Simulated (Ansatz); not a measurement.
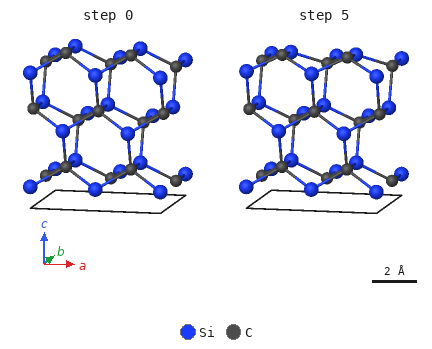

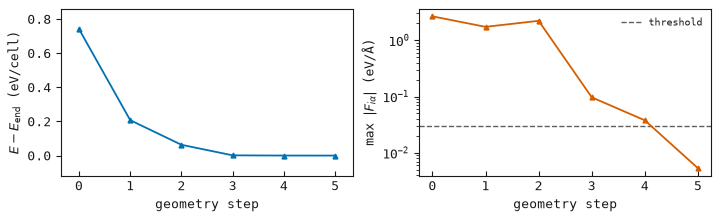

First and last geometry of a constrained relaxation of a slab of composition SiC (cut from the P6_3mc phase), with the history of the run. A ball-and-stick model of the 2 × 1 repeat of the cell, outlined in the plane, without the vacuum, seen slightly off an axis.

Case: clean slab, lower half held. The slab is the (1 0 0) face of SiC. 6 atoms are held fixed.

The calculation used Ansatz 0.2.0, DFT r2SCAN, scalar-relativistic, plane waves, PAW.

Input file:
```yaml
crystal:
  lattice:
    - [3.0751950082, 0.0, 0.0]
    - [0.0, 5.0481668524, 0.0]
    - [0.0, 0.0, 23.2141263304]
  atoms:
    - { symbol: Si, position: [0.0, 0.9953971171, 0.3661563601] }
    - { symbol: C, position: [0.0, 0.6196028829, 0.3661563601] }
    - { symbol: Si, position: [0.5, 0.4953971171, 0.4043974001] }
    - { symbol: C, position: [0.5, 0.1196028829, 0.4043974001] }
    - { symbol: Si, position: [0.5, 0.9953971171, 0.48087948] }
    - { symbol: C, position: [0.5, 0.6196028829, 0.48087948] }
    - { symbol: Si, position: [0.0, 0.4953971171, 0.51912052] }
    - { symbol: C, position: [0.0, 0.1196028829, 0.51912052] }
    - { symbol: Si, position: [0.0, 0.9953971171, 0.5956025999] }
    - { symbol: C, position: [0.0, 0.6196028829, 0.5956025999] }
    - { symbol: Si, position: [0.5, 0.4953971171, 0.6338436399] }
    - { symbol: C, position: [0.5, 0.1196028829, 0.6338436399] }
basis:
  ecutwfc: 500
kpoints:
  mp_grid: { grid: [9, 5, 1] }
hamiltonian:
  xc: r2scan
scf:
  occupations: { method: gaussian, width: 0.05 }
output:
  forces: true
  eigenvalues: true
  write_density: true
  write_potential: true
  elf: true
  volumetric_format: npy
relax:
  adjacent_minimum: "off"
  f_tol: 0.03
  max_steps: 70
  constraints: [{ sites: [0, 1, 2, 3, 4, 5] }]
efield:
  axis: 3
  dipole_correction: true
  ramp_width: 0.04
```

Launched with:
```bash
ansatz run input.yaml --threads 4 --pin off --max-ram 10240MiB --backend cpu --events-out ev --progress --plain --runs-dir out
```

Question: Did the run converge, and what did it change?

Answer: It converged. The largest move is that of Si11, 0.28 Å at 23° to the normal (−c side). By element the largest moves are Si 0.28 Å, C 0.12 Å. The cell stays as it was. Among the contacts that change: Si11–C12 1.897 → 1.727 Å, Si7–C10 1.883 → 1.969 Å, Si9–C12 1.883 → 1.815 Å, C8–Si9 1.883 → 1.946 Å. Among the angles between lasting bonds that change: Si7–C10–Si11 109.5° → 98.5°, C10–Si11–C12 109.5° → 117.6°, C12–Si9–C12 109.5° → 115.8°. The energy falls by 0.742 eV per cell of the calculation in 5 geometry steps. Largest force component: 2.7 eV/Å at the start, 0.0053 eV/Å at the end.

```csv
step,"E − E(0), meV/atom","largest force component, eV/Å"
0,0.00,2.6643
1,-44.54,1.7335
2,-56.57,2.2181
3,-61.72,0.0969
4,-61.82,0.0378
5,-61.83,0.0053
```
